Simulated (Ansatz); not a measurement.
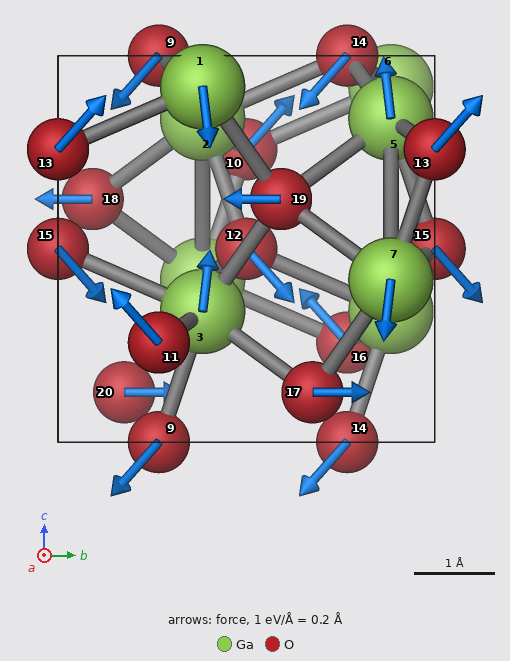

Starting geometry of a crystal of Ga2O3 (set up in Pbcn) with the computed forces as blue arrows. Style: ball-and-stick. Shown: the cell of the calculation (origin shifted), along the a axis.

Level of theory: Ansatz, DFT, PBE, plane-wave PAW, default files, scalar-relativistic, frozen cores.

The input:
```yaml
crystal:
  lattice:
    - [6.942, 0.0, 0.0]
    - [0.0, 4.732, 0.0]
    - [0.0, 0.0, 4.855]
  atoms:
    - { symbol: Ga, position: [0.11292, 0.75004, 0.04065] }
    - { symbol: Ga, position: [0.61292, 0.74996, 0.95935] }
    - { symbol: Ga, position: [0.88708, 0.75004, 0.45935] }
    - { symbol: Ga, position: [0.38708, 0.74996, 0.54065] }
    - { symbol: Ga, position: [0.88708, 0.24996, 0.95935] }
    - { symbol: Ga, position: [0.38708, 0.25004, 0.04065] }
    - { symbol: Ga, position: [0.11292, 0.24996, 0.54065] }
    - { symbol: Ga, position: [0.61292, 0.25004, 0.45935] }
    - { symbol: O, position: [0.85188, 0.63394, 0.1212] }
    - { symbol: O, position: [0.35188, 0.86606, 0.8788] }
    - { symbol: O, position: [0.14812, 0.63394, 0.3788] }
    - { symbol: O, position: [0.64812, 0.86606, 0.6212] }
    - { symbol: O, position: [0.14812, 0.36606, 0.8788] }
    - { symbol: O, position: [0.64812, 0.13394, 0.1212] }
    - { symbol: O, position: [0.85188, 0.36606, 0.6212] }
    - { symbol: O, position: [0.35188, 0.13394, 0.3788] }
    - { symbol: O, position: [0.0, 0.04173, 0.25] }
    - { symbol: O, position: [0.5, 0.45827, 0.75] }
    - { symbol: O, position: [0.0, 0.95827, 0.75] }
    - { symbol: O, position: [0.5, 0.54173, 0.25] }
kpoints:
  mp_grid: { grid: [3, 5, 4] }
scf:
  occupations: { method: fermi_dirac, width: 0.02 }
hamiltonian:
  xc: pbe
  pseudopotentials: { kind: paw, frozen_core: stored }
output:
  forces: true
  stress: true
  populations: true
  efg: { quadrupole_moments_barn: { Ga: 0.107, O: -0.02558 } }
relax:
  f_tol: 0.02
  max_steps: 60
```

Command:
```bash
ansatz run input.yaml --threads 1 --pin off --max-ram 3072MiB --backend cpu --events-out ev --progress --plain --runs-dir out
```

What follows when this structure is relaxed?

It isn't relaxed: the largest force vector, on O atoms, is 4.98 eV/Å. The atoms end up moving mostly along the starting forces (cosine between the two patterns 0.86). The largest moves, 0.15 Å, are those of 8 atoms (O9, O10, O11, O12 and others). O11 goes roughly along [1 −3 2]. By element the largest moves are O 0.15 Å, Ga 0.05 Å. The cell doesn't change. Some distances before and after: Ga1–O11 1.748 → 1.904 Å, Ga1–O13 1.995 → 1.857 Å, Ga1–O9 1.934 → 2.025 Å, Ga1–Ga3 2.567 → 2.649 Å. Among the angles between lasting bonds that change: Ga2–O14–Ga5 101.9° → 108.0°, Ga5–O14–Ga8 114.6° → 108.6°, Ga2–O14–Ga6 93.7° → 97.6°. The space group stays Pbcn (No. 60). After 4 geometry steps the energy has fallen by 185 meV per atom. The largest force component goes from 3.9 to 0.013 eV/Å.
